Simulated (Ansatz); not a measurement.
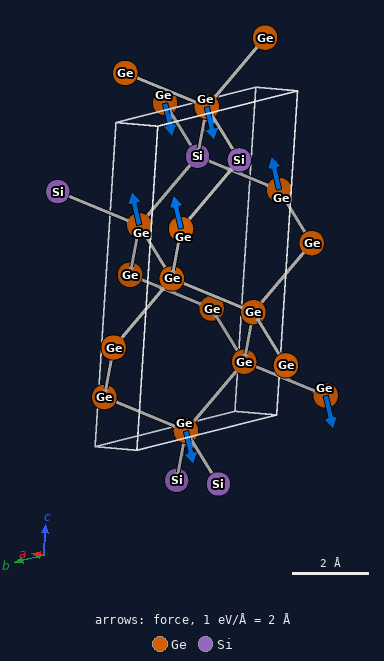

Starting geometry of a crystal of SiGe₅ (set up in I-4m2) with the computed forces as blue arrows. A ball-and-stick model of the cell of the calculation, seen from a free direction.

Case: superlattice of 5 and 1 planes along [0 0 1].

Computed with DFT PBEsol, scalar-relativistic, plane waves, PAW in Ansatz 0.2.0.

The input:
```yaml
crystal:
  lattice:
    - [0.0, -3.9848598923, 0.0]
    - [3.9848598923, 0.0, 0.0]
    - [-1.9924299462, 1.9924299462, 8.4531643558]
  atoms:
    - { symbol: Ge, position: [0.1666666667, 0.1666666667, 0.3333333333] }
    - { symbol: Ge, position: [0.5833333333, 0.0833333333, 0.1666666667] }
    - { symbol: Ge, position: [0.5, 0.5, 0.0] }
    - { symbol: Ge, position: [0.25, 0.75, 0.5] }
    - { symbol: Si, position: [0.9166666667, 0.4166666667, 0.8333333333] }
    - { symbol: Ge, position: [0.8333333333, 0.8333333333, 0.6666666667] }
basis:
  ecutwfc: 420
kpoints:
  mp_grid: { grid: [10, 10, 10] }
hamiltonian:
  xc: pbesol
scf:
  occupations: { method: gaussian, width: 0.1 }
output:
  forces: true
  stress: true
  eigenvalues: true
  populations: true
relax:
  adjacent_minimum: "off"
  f_tol: 0.01
  max_steps: 45
  cell: { stress_tol: 0.05 }
```

Command:
```bash
ansatz run input.yaml --threads 2 --pin off --max-ram 5120MiB --backend cpu --events-out ev --progress --plain --runs-dir out
```

Question: Is this structure relaxed? If not, where do the atoms go?

Answer: It isn't relaxed: the largest force vector, on Ge atoms, is 0.47 eV/Å. The atoms end up moving mostly along the starting forces (cosine between the two patterns 0.92). Over 2 accepted moves (3 points after the start) the energy falls by 3.5 meV per atom. Largest force component: 0.47 eV/Å at the start, 0.0042 eV/Å at the end. Pressure: −0.24 GPa at the start and −0.04 GPa at the end. The SCF was repeated once at an unchanged geometry on a basis and grid sized afresh for the cell, which shifted the energy by less than 0.05 meV per atom at most. The largest moves relative to the cell, 0.043 Å, are those of Ge3 and Ge6. Ge6 goes along [1 1 2]. Si stays in place. The volume changes by −0.3 %, with a = b 3.985 → 3.981 Å (−0.1 %), c 8.910 → 8.898 Å (−0.1 %). Near-neighbour distances that change, for instance: Ge3–Si5 2.440 → 2.413 Å, Ge1–Ge2 2.440 → 2.448 Å. The space group stays I-4m2 (No. 119).
